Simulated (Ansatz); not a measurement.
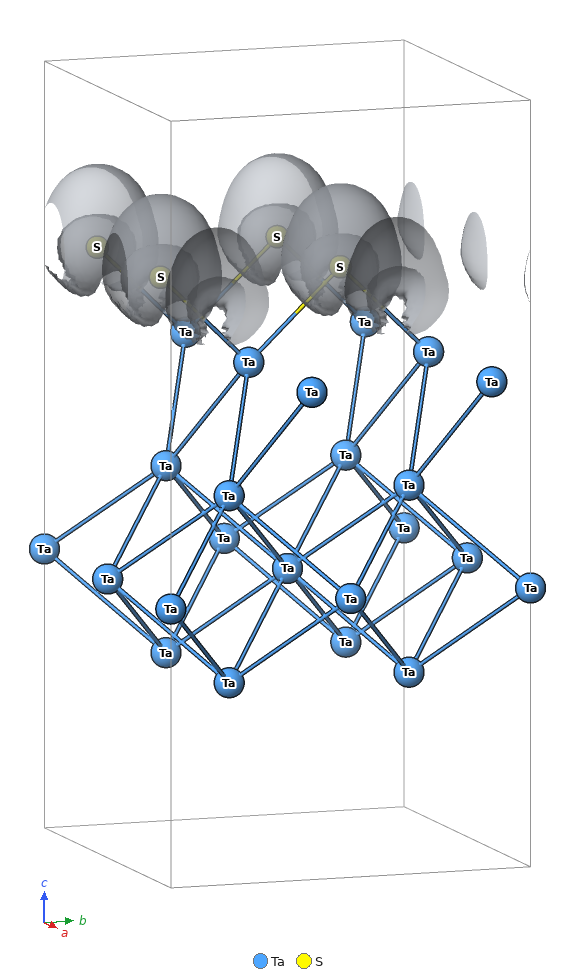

Ta₄S (slab). Isosurface of the electron localisation function at 0.8 (grey), seen slightly off an axis. Core shells and regions of very low density are left out. Sticks mark near contacts.

A point of a scan over the structure, not its minimum; not relaxed (largest force 1.7 eV/Å); PAW files of the earlier set (soft_1).

Theory: Ansatz, DFT LDA, scalar-relativistic, plane waves, PAW.

Core electrons are frozen (PAW), and the valence fields are smoothed inside the atomic spheres.

Input file:

```
crystal:
  lattice:
    - [3.2528501163, 0.0, 0.0]
    - [0.0, 3.2528501163, 0.0]
    - [0.0, 0.0, 20.2133955625]
  atoms:
    - { symbol: Ta, position: [0.5, 0.5, 0.1978885728] }
    - { symbol: Ta, position: [0.0, 0.0, 0.2783513062] }
    - { symbol: Ta, position: [0.5, 0.5, 0.3580225063] }
    - { symbol: Ta, position: [0.0, 0.0, 0.4310703531] }
    - { symbol: S, position: [0.125, 0.25, 0.5376399198] }
basis:
  ecutwfc: 420
kpoints:
  mp_grid: { grid: [8, 8, 1] }
hamiltonian:
  xc: lda
  pseudopotentials: { kind: paw, azcp: { folder: soft_1 } }
scf:
  occupations: { method: gaussian, width: 0.1 }
output:
  forces: true
  eigenvalues: true
  write_density: true
  write_potential: true
  elf: true
  volumetric_format: npy
relax:
  adjacent_minimum: "off"
  f_tol: 0.025
  max_steps: 30
  constraints: [{ sites: [0, 1, 2] }, { sites: [4], fix: xy }]
efield:
  axis: 3
  dipole_correction: true
  ramp_width: 0.04
```

Launched as:

```sh
ansatz run input.yaml --threads 1 --pin off --max-ram 3072MiB --backend cpu --events-out ev --progress --plain --runs-dir out
```

The fields are those of the run's last geometry, not of the input's.

Identify the bonds, lone pairs and shells in this picture.

The ELF exceeds this value in one region wrapped around S (its valence shell), counted in one cell of 5 atoms. Counts are for one cell; the picture repeats the cell along the surface.

Values along the shortest contacts:
Ta–S (2.26 Å): the ELF peaks at about 0.85 in the valence shell of S, 0.8 Å from its nucleus, and is about 0.45 at the midpoint. Ta–Ta (2.72 Å): the ELF is about 0.40 at the midpoint.

Does the calculation make it a metal, or give it a gap?

It is gapless in this calculation (a metal or semimetal).
